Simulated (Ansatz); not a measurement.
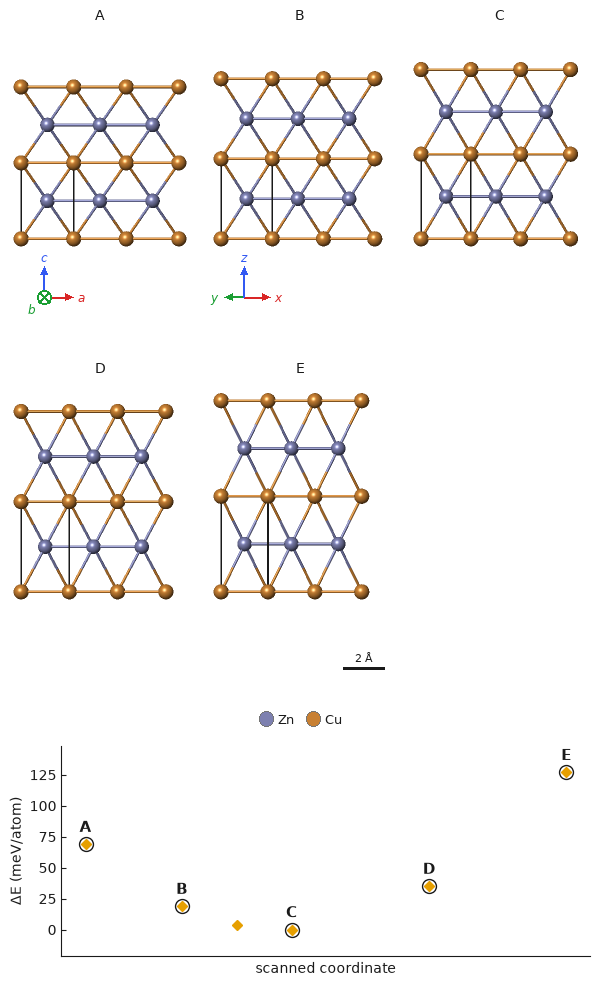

A scan of solid ZnCu (Cmmm) along one coordinate. x, y and z are the Cartesian axes of the input. Style: ball-and-stick. Shown: the cell of the calculation, repeated 3 × 3 × 2 with one cell outlined, along the b axis.

Theory: Ansatz, DFT PBE, scalar-relativistic, plane waves, PAW. (plane-wave cutoff 420 eV; k-point mesh 22 × 22 × 14; occupations gaussian; smearing width 0.15 eV; no spin polarisation). Energies (free energies at the smearing named) are counted from the cell as listed in its source, which wasn't relaxed.

> Which coordinate changes from frame to frame?

The ratio of the cell's length along z to its lengths across, counted as 1 for the reference, is changed at fixed volume (a c/a path), with the atoms kept at their fractional coordinates. In the frames the relative ratio is 0.85 (A), 0.92 (B), 1.00 (C), 1.10 (D), 1.20 (E). Of the computed points the lowest is at the relative ratio 1.00, 0.0 meV/atom. The end points stand at 68.8 meV/atom (0.85) and 126.9 meV/atom (1.20). The distortion keeps the space group Cmmm. At the relative ratio 1.20 the cell of the drawing goes a 2.591 → 2.438 Å, b 2.591 → 2.438 Å, c 4.141 → 4.676 Å.
